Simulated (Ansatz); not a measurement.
Consider AgS2 (1T sheet).

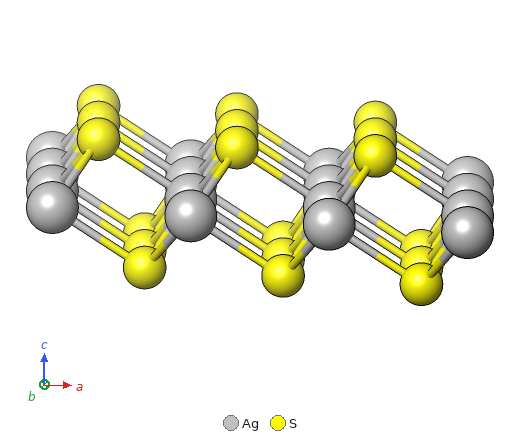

The structure (silver light grey, sulfur yellow). 3×3×1 cells are drawn. Some periodic images of atoms are drawn too.

The cell holds 3 atoms: 1 Ag and 2 S. Cell: a = 3.612 Å, b = 3.612 Å, c = 29.688 Å, α = 90.0°, β = 90.0°, γ = 120.0°. Vacuum lies along c.

```
Ag S
1.0
     0.00000    2.55440    2.55440
     2.55440   -2.55440    0.00000
    17.14028   17.14028  -17.14028
Ag S
1 2
Cartesian
  5.4686 5.4686 -5.4686
  7.9587 5.4043 -5.4043
  5.5330 5.5330 -2.9786
```

The structure was relaxed with PBE. The structure was generated from a model, not taken from a measurement. The runs that relaxed it are not among those shown. The program's search for lower electronic states was switched off, so nothing shows that the state found is the lowest. PAW set soft_2, made with PBE.

A constrained-RPA run (Ansatz 0.2.0; non-magnetic PBE; Ag d + anion p, bands v10 to c1, 6×6×1 mesh, medium accuracy) builds 11 functions on bands 7.1 eV wide, with 19.0 electrons in the window. The bare on-site interaction is 19.0 eV and the bare J 0.73 eV.

What U and J survive the screening?

On the Ag d shell, U = 8.35 eV (44 % of the bare value), U′ = 7.21 eV, J = 0.56 eV.

The parent state is non-magnetic and the interaction static (zero frequency); U depends on the window and the orbitals, so it belongs to this model alone. A window that holds the anion p bands defines a model with explicit ligands; its U belongs to that model and is not the U of DFT+U.

[Paths, hosts, dates, memory and timing lines, banners, echoed tables and standing remarks are left out of the program output.]

[Logs are printed without paths, hosts, clocks, repeated set-up lines and the standing remarks that a program may print on its own settings, such as how far it seeks lower states.]

[Runs of the session that timed out or met a known fault of the program may be left out.]

[Hosts, paths, dates, database ids (printed as entryN), source tags and the programs' standing remarks are cut or masked in the printed files.]
